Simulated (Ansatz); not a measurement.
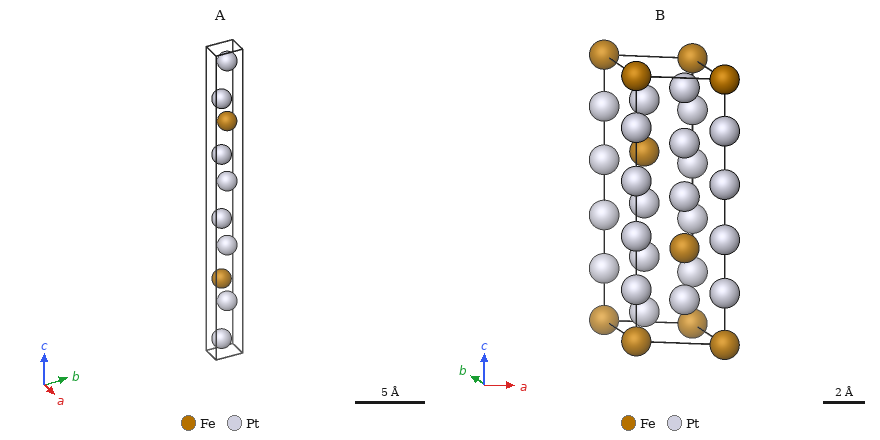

Two structures of FePt₄, each relaxed to rest (conventional cells in solid outline, small ones repeated, not to one scale). Method: DFT PBE, scalar-relativistic, plane waves, PAW in Ansatz 0.2.0, with collinear spins.

Question: Identify the two structures.

Answer: A: 10 atoms a cell on a primitive hexagonal lattice, P6_3/mmc. B: 15 atoms a cell on a rhombohedral (trigonal R) lattice, R-3m.

Question: A or B: which is lower in energy?

Answer: A is lower, by 83 meV/atom at this level of theory (energies at zero smearing). Volumes: A 15.1, B 15.3 Å³/atom.

One or both may be structure types tried for this composition rather than known phases.
